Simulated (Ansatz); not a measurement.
# Single-point calculation, with input and output: TiC (part 2 of 2)

Continued. System: TiC (slab, 32 atoms in the cell). Method: DFT PBE+D3(BJ), scalar-relativistic, plane waves, PAW, no spin polarisation (Ansatz 0.2.0); cutoff 420 eV, 3×3×1 k-mesh, Gaussian smearing of 0.1 eV. The structure derives from an entry of the Crystallography Open Database. It belongs to a series of runs on one base structure; here: the slab at its places in the relaxed adsorbed structure.

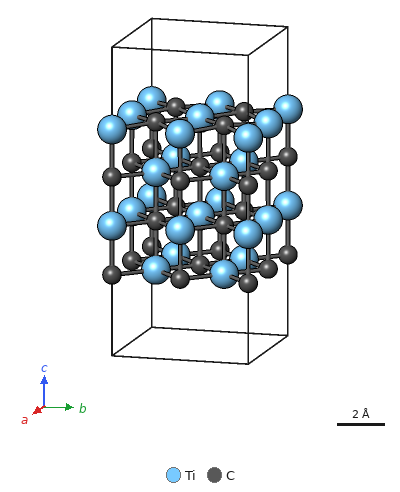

**Figure 1.** The structure (ball-and-stick view of the cell of the calculation, with the vacuum cut short, seen slightly off an axis). An atom can appear more than once, as a periodic image.

## Output, continued
```
  k-point 0: bands = ["-53.9059", "-53.8716", "-53.8714", "-53.8448", "-53.8305", "-53.7806", "-53.7782", "-53.7702", "-53.7701", "-53.7661", "-53.7567", "-53.7439", "-53.7422", "-53.6591", "-53.6550", "-53.6224", "-30.4369", "-30.4359", "-30.4198", "-30.4040", "-30.4004", "-30.3191", "-30.3189", "-30.3067", "-30.3056", "-30.2826", "-30.2804", "-30.2536", "-30.2504", "-30.2159", "-30.2158", "-30.1683", "-30.1239", "-30.1234", "-30.1117", "-30.1056", "-30.1055", "-30.0808", "-30.0775", "-30.0676", "-30.0582", "-30.0345", "-30.0343", "-29.9810", "-29.9807", "-29.9713", "-29.9680", "-29.9672", "-29.9657", "-29.9373", "-29.9292", "-29.9280", "-29.9227", "-29.9222", "-29.9171", "-29.9170", "-29.9167", "-29.9116", "-29.8985", "-29.8985", "-29.7615", "-29.7614", "-29.7106", "-29.7103", "-9.4622", "-8.4774", "-7.5977", "-7.4396", "-7.3366", "-7.3118", "-6.7891", "-6.7797", "-6.7585", "-6.7539", "-6.6665", "-6.5243", "-6.0274", "-6.0243", "-5.8873", "-5.8644", "-2.7774", "-2.7695", "-2.7006", "-2.6970", "-1.8379", "-1.8353", "-1.6936", "-1.6892", "-0.9260", "-0.7226", "-0.7225", "-0.4153", "-0.3461", "-0.3458", "-0.2365", "-0.2326", "-0.2030", "-0.2025", "-0.1463", "-0.1417", "-0.1417", "-0.1339", "0.2397", "0.2409", "0.2620", "0.2624", "0.3392", "0.3401", "0.4043", "0.4158", "0.4312", "0.4505", "0.5727", "0.6527", "0.7069", "1.1542", "1.6796", "1.7018", "1.7049", "1.8323", "2.2584", "2.2593", "2.4139", "2.4144", "2.4846", "2.4847", "2.5685", "2.6222", "2.7583", "3.0343", "3.0357", "3.1964", "3.9390", "4.0091", "4.0100", "4.2942", "4.2962", "4.4432", "4.4440", "4.5218", "4.8673", "4.8903", "4.8905", "4.9810", "4.9821", "5.0012", "5.0256", "5.0675", "5.0688", "5.2323", "5.4261", "5.4340", "5.4605", "5.5026", "5.5043", "5.5528", "5.6520", "5.6611", "5.6932", "5.7010"]
  k-point 1: bands = ["-53.8973", "-53.8801", "-53.8648", "-53.8515", "-53.8199", "-53.7953", "-53.7754", "-53.7686", "-53.7636", "-53.7613", "-53.7555", "-53.7494", "-53.7489", "-53.6581", "-53.6531", "-53.6260", "-30.4117", "-30.4101", "-30.4061", "-30.3710", "-30.3548", "-30.3310", "-30.3106", "-30.3011", "-30.2830", "-30.2706", "-30.2542", "-30.2540", "-30.2394", "-30.1946", "-30.1833", "-30.1732", "-30.1463", "-30.1342", "-30.1116", "-30.1081", "-30.0916", "-30.0775", "-30.0655", "-30.0401", "-30.0329", "-30.0306", "-30.0257", "-30.0147", "-29.9958", "-29.9898", "-29.9788", "-29.9759", "-29.9706", "-29.9685", "-29.9660", "-29.9646", "-29.9562", "-29.9360", "-29.9336", "-29.9223", "-29.9167", "-29.8995", "-29.8962", "-29.8766", "-29.8130", "-29.7737", "-29.7589", "-29.7129", "-9.0455", "-8.0837", "-7.9545", "-7.2395", "-7.1962", "-7.1704", "-7.1257", "-7.0825", "-6.9173", "-6.8903", "-6.5102", "-6.4970", "-6.3694", "-6.3302", "-6.1890", "-6.0406", "-2.3309", "-2.2780", "-1.9912", "-1.9697", "-1.4889", "-1.3488", "-1.2663", "-1.2598", "-1.0495", "-0.9835", "-0.8132", "-0.6822", "-0.6667", "-0.5609", "-0.1785", "-0.1510", "-0.1304", "-0.0555", "0.0421", "0.0505", "0.1004", "0.1413", "0.1991", "0.2019", "0.2544", "0.2759", "0.4906", "0.5300", "0.5747", "0.5876", "0.7069", "0.7339", "0.7633", "0.7997", "0.8072", "0.8343", "0.9178", "1.0970", "1.1538", "1.2306", "1.3852", "1.4061", "1.4698", "1.5351", "1.5997", "1.7601", "2.0243", "2.2810", "3.1508", "3.1970", "3.4718", "3.6357", "3.7516", "4.0050", "4.0266", "4.0310", "4.0660", "4.3992", "4.4157", "4.4797", "4.5093", "4.5763", "4.6622", "4.7485", "4.8348", "4.9609", "5.0288", "5.0425", "5.0754", "5.0929", "5.4958", "5.5142", "5.5372", "5.5726", "5.5777", "5.6183", "5.6544", "5.6963", "5.7118", "5.7457"]
  k-point 2: bands = ["-53.8973", "-53.8801", "-53.8648", "-53.8515", "-53.8199", "-53.7953", "-53.7754", "-53.7686", "-53.7636", "-53.7613", "-53.7555", "-53.7494", "-53.7489", "-53.6581", "-53.6530", "-53.6260", "-30.4117", "-30.4101", "-30.4061", "-30.3711", "-30.3548", "-30.3310", "-30.3106", "-30.3011", "-30.2830", "-30.2706", "-30.2542", "-30.2540", "-30.2394", "-30.1946", "-30.1833", "-30.1732", "-30.1463", "-30.1342", "-30.1116", "-30.1081", "-30.0916", "-30.0775", "-30.0655", "-30.0401", "-30.0329", "-30.0306", "-30.0257", "-30.0147", "-29.9958", "-29.9898", "-29.9788", "-29.9759", "-29.9706", "-29.9685", "-29.9660", "-29.9646", "-29.9562", "-29.9360", "-29.9336", "-29.9223", "-29.9167", "-29.8995", "-29.8962", "-29.8766", "-29.8130", "-29.7737", "-29.7588", "-29.7129", "-9.0455", "-8.0837", "-7.9545", "-7.2395", "-7.1962", "-7.1704", "-7.1257", "-7.0825", "-6.9173", "-6.8903", "-6.5102", "-6.4970", "-6.3695", "-6.3301", "-6.1890", "-6.0406", "-2.3309", "-2.2780", "-1.9912", "-1.9697", "-1.4889", "-1.3488", "-1.2663", "-1.2598", "-1.0495", "-0.9835", "-0.8132", "-0.6822", "-0.6667", "-0.5609", "-0.1785", "-0.1510", "-0.1304", "-0.0555", "0.0420", "0.0506", "0.1004", "0.1413", "0.1991", "0.2019", "0.2544", "0.2759", "0.4906", "0.5300", "0.5747", "0.5876", "0.7069", "0.7339", "0.7633", "0.7997", "0.8072", "0.8344", "0.9178", "1.0970", "1.1538", "1.2306", "1.3852", "1.4061", "1.4698", "1.5351", "1.5997", "1.7601", "2.0243", "2.2810", "3.1508", "3.1970", "3.4718", "3.6357", "3.7515", "4.0050", "4.0267", "4.0309", "4.0660", "4.3992", "4.4157", "4.4797", "4.5093", "4.5763", "4.6622", "4.7485", "4.8348", "4.9609", "5.0288", "5.0425", "5.0754", "5.0929", "5.4958", "5.5142", "5.5372", "5.5726", "5.5777", "5.6183", "5.6543", "5.6963", "5.7118", "5.7457"]
  k-point 4: bands = ["-53.8892", "-53.8730", "-53.8729", "-53.8586", "-53.8100", "-53.7896", "-53.7822", "-53.7726", "-53.7651", "-53.7612", "-53.7571", "-53.7509", "-53.7489", "-53.6548", "-53.6535", "-53.6297", "-30.3933", "-30.3903", "-30.3901", "-30.3548", "-30.3200", "-30.3001", "-30.2833", "-30.2673", "-30.2631", "-30.2589", "-30.2483", "-30.2074", "-30.2003", "-30.1860", "-30.1805", "-30.1778", "-30.1543", "-30.1458", "-30.1381", "-30.1059", "-30.0888", "-30.0561", "-30.0509", "-30.0492", "-30.0466", "-30.0343", "-30.0321", "-30.0316", "-30.0273", "-30.0207", "-30.0050", "-30.0036", "-29.9876", "-29.9668", "-29.9663", "-29.9577", "-29.9514", "-29.9485", "-29.9444", "-29.9386", "-29.9346", "-29.9189", "-29.8811", "-29.8732", "-29.8138", "-29.8084", "-29.7757", "-29.7741", "-8.6871", "-7.7924", "-7.7905", "-7.7536", "-7.4668", "-6.9924", "-6.9891", "-6.9718", "-6.9700", "-6.8918", "-6.5445", "-6.5273", "-6.5231", "-6.3269", "-6.3104", "-6.2928", "-1.8151", "-1.8101", "-1.7257", "-1.7245", "-1.5019", "-1.3830", "-1.1285", "-0.9279", "-0.9231", "-0.8939", "-0.8252", "-0.8107", "-0.7833", "-0.6402", "-0.2164", "-0.1423", "-0.1339", "-0.0228", "-0.0143", "-0.0076", "0.0562", "0.0993", "0.1536", "0.1583", "0.2269", "0.2315", "0.4677", "0.4828", "0.5206", "0.5320", "0.5513", "0.5896", "0.6087", "0.6159", "0.7257", "0.7361", "0.7509", "0.9561", "1.0183", "1.1042", "1.1599", "1.2392", "1.3196", "1.3295", "1.5291", "1.6729", "1.7905", "2.0582", "2.4825", "3.2408", "3.3034", "3.3471", "4.1243", "4.2002", "4.2804", "4.2860", "4.3062", "4.3435", "4.3481", "4.6011", "4.8816", "4.8970", "5.1283", "5.1407", "5.1533", "5.1860", "5.2125", "5.2344", "5.2806", "5.3358", "5.3456", "5.3602", "5.5095", "5.5138", "5.5481", "5.5509", "5.6631", "5.6772", "5.8524", "5.8753"]
```

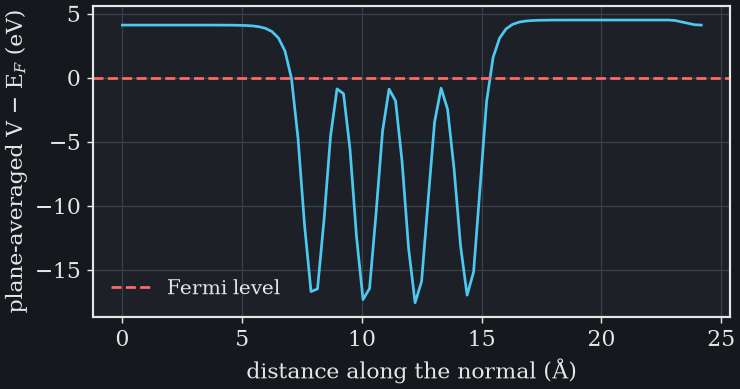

**Figure 2.** Plane average of the electrostatic potential energy of an electron across the cell, from the Fermi level. The vacuum level lies 4.50 eV above the Fermi level on the upper side and 4.11 eV on the lower.

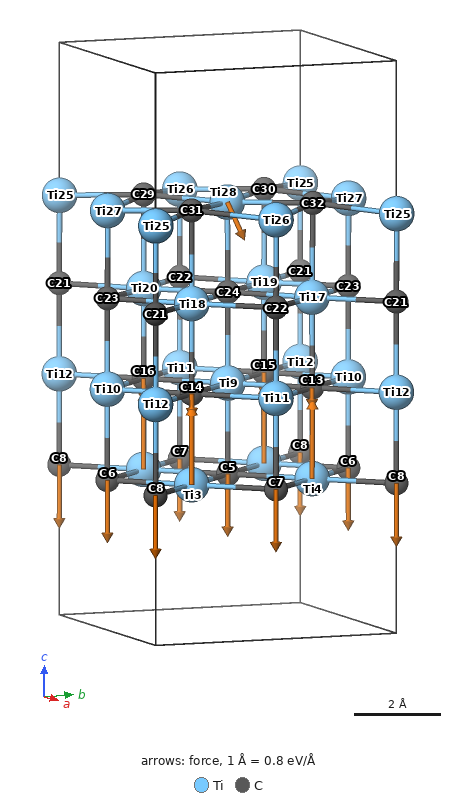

**Figure 3.** Forces on the atoms as orange arrows (ball-and-stick view of the cell of the calculation, with the vacuum cut short, seen slightly off an axis; atoms are numbered from 1 in the order of the input); the smallest are left out. The largest act on Ti2, Ti3, Ti4 (1.51 eV/Å); Ti1 (1.50 eV/Å); C8 (1.21 eV/Å); C5, C6, C7 (1.20 eV/Å), among others. The geometry is not a stationary point of this energy.

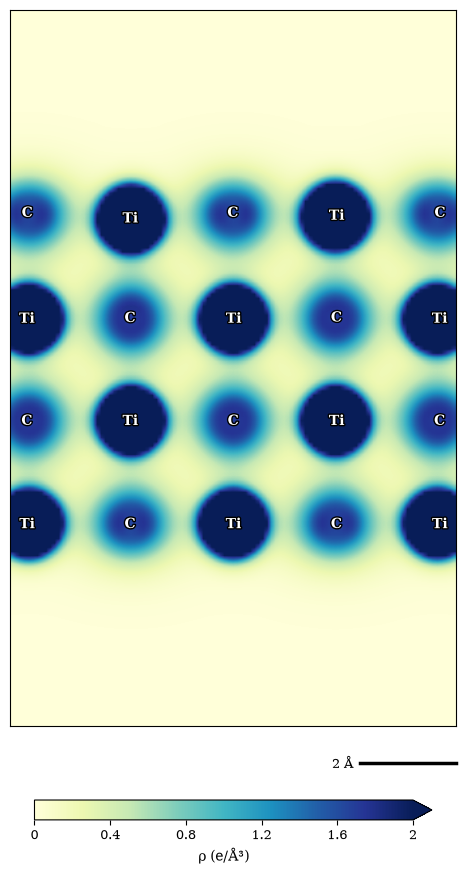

**Figure 4.** Valence pseudo-density on the (110) plane of the calculation cell, a cut from vacuum to vacuum. The section cuts through Ti and C sites. Ti–C (2.07 Å): ρ at the midpoint is about 0.62 e/Å³. Ti–C (2.12 Å): the density is about 0.56 e/Å³ at the midpoint. Ti–C (2.20 Å): the density is about 0.48 e/Å³ at the midpoint. Ti–C (2.20 Å): ρ at the midpoint is about 0.48 e/Å³. The density dies away to nearly zero in the vacuum. Core electrons are frozen (PAW), so the fields are smoothed inside the atomic spheres.
